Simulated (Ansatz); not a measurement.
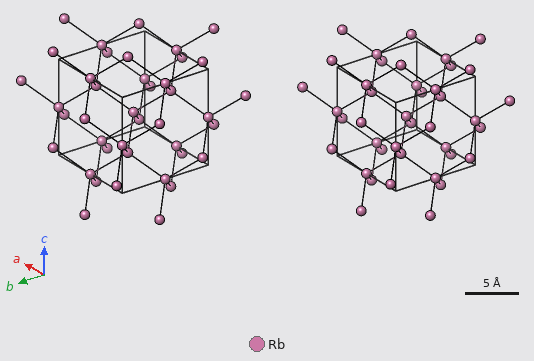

Two geometries of solid Rb (built on the diamond_227 type), drawn at one scale. One is the start of a relaxation, the other its converged end. The picture is a ball-and-stick view of the conventional cell (4 times the calculation's cell), seen from a free direction. Lengths and directions refer to the drawn axes.

These are results of Ansatz, DFT PBEsol, scalar-relativistic, plane waves, PAW, not measurements. (plane-wave cutoff 420 eV; k-point mesh 10 × 10 × 10; occupations gaussian; smearing width 0.1 eV; no spin polarisation; cell and atoms relaxed; force threshold 0.01 eV/Å; at most 80 steps)

Question: Which geometry has the lower energy?

Answer: The left one is the relaxed one. Case: diamond type (Fd-3m, No. 227). The energy falls by 27.8 meV per atom in 4 accepted moves (5 points after the start). All forces vanish by symmetry, so only the cell relaxes. The pressure goes from 0.38 to 0.00 GPa. The SCF was repeated once at an unchanged geometry on a basis and grid sized afresh for the cell, which shifted the energy by 0.1 meV per atom at most. The atoms keep their places relative to the cell (all moves are under 0.005 Å). The drawn cell changes as follows: a = b = c 9.379 → 10.153 Å (+8.3 %); the volume changes by +26.9 %. Near-neighbour distances that change, for instance: Rb–Rb 4.061 → 4.397 Å. The space group stays Fd-3m (No. 227). The run took about 30 core-seconds on a shared host.
